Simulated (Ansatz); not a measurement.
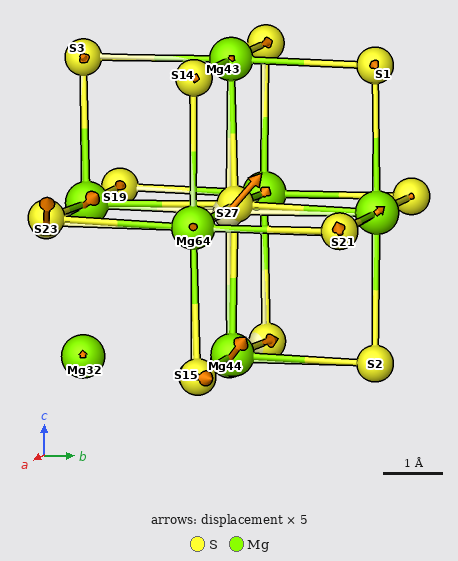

This is a relaxation of a defect cell of composition S31Mg33 (cell charge −2). The starting structure is drawn faded, the final one solid; orange arrows show the displacements, 5 times their true length.

Style: ball-and-stick. Shown: the atoms within 4.2 Å of the atom that moves most (axes of the cell of the calculation (origin shifted)), slightly off an axis.

The atoms of the start lie slightly off their symmetric places, so part of the fall in energy undoes that.

All numbers below come from DFT, PBEsol, PAW, plane waves (Ansatz 0.2.0). Settings: plane-wave cutoff 420 eV; k-point mesh 1 × 1 × 1; mesh shifted by (0.25, 0.25, 0.25); collinear spin; atoms relaxed in a fixed cell; force threshold 0.03 eV/Å; at most 80 steps.

Q: What happened in the run?

A: The energy falls by 0.812 eV per cell of the calculation in 3 geometry steps. Largest force component: 0.94 eV/Å at the start, 0.021 eV/Å at the end. The atom that moves furthest is an S atom (0.18 Å roughly along [0 1 1]). By element the largest moves are S 0.18 Å, Mg 0.16 Å. The cell stays as it was. Near-neighbour distances that change, for instance: Mg–S 2.548 → 2.695 Å, Mg–S 2.640 → 2.517 Å, Mg–S 2.574 → 2.695 Å, Mg–Mg 2.585 → 2.673 Å. Bond angles that change, for instance: Mg–S–Mg 179.6° → 172.9°, Mg–S–Mg 91.5° → 86.3°, Mg–S–Mg 88.5° → 93.4°.

Limits of the set-up: the cell is charged, on a uniform background, and energies carry no finite-size correction.
